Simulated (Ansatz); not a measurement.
This input was run:

```
crystal:
  lattice:
    - [6.491150333, 0.0, 0.0]
    - [0.0, 6.491150333, 0.0]
    - [0.0, 0.0, 6.1807449835]
  atoms:
    - { symbol: Cs, position: [0.0, 0.0, 0.0] }
    - { symbol: Sn, position: [0.5, 0.5, 0.5] }
    - { symbol: I, position: [0.5, 0.5, 0.0] }
    - { symbol: I, position: [0.5, 0.0, 0.5] }
    - { symbol: I, position: [0.0, 0.5, 0.5] }
kpoints:
  mp_grid: { grid: [4, 4, 4] }
  band_path:
    path: [[0.0, 0.0, 0.0], [0.0, 0.5, 0.0], [0.5, 0.5, 0.0], [0.5, 0.5, 0.5]]
    npoints: 1
hamiltonian:
  xc: r2scan
scf:
  occupations: { method: fixed }
  n_extra_bands: 5
output:
  forces: true
  stress: true
  eigenvalues: true
  write_density: true
  write_potential: true
  elf: true
  volumetric_format: npy
```

Launched with:
```bash
ansatz run input.yaml --threads 2 --pin off --max-ram 18432MiB --backend cpu --events-out ev --progress --plain --runs-dir out
```

Predict the main features of the density of states.

There is a gap; over the k points computed it is 0.67 eV (direct among those points). The upper group of valence states starts about 4.5 eV under the valence-band top (which lies at −0.3 eV on this axis), with a gap beneath it; it holds about 18 electrons a cell. Within the window shown, the tallest peak of the filled states lies 1.9 eV under the valence-band top, at about 13 states per eV and cell.

Spin-orbit coupling is left out, which matters for I.

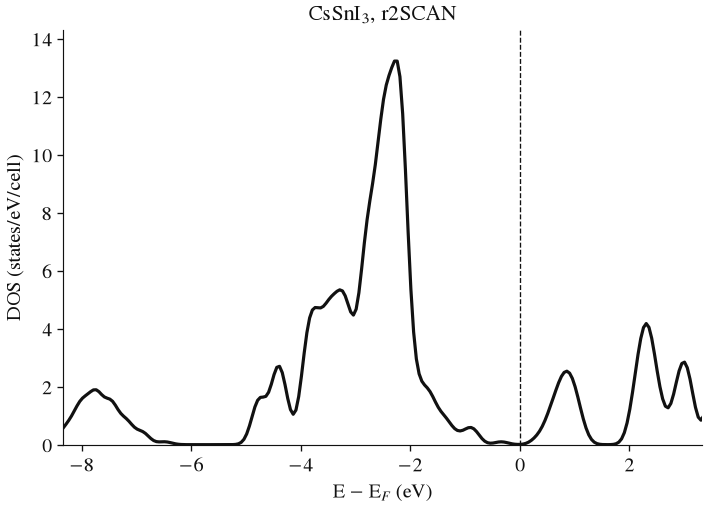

Density of states. Energies are counted from the Fermi level, put mid-gap where there is a gap. The curve is built from the levels of the k mesh with Gaussians 0.3 eV wide, which also blur the band edges.
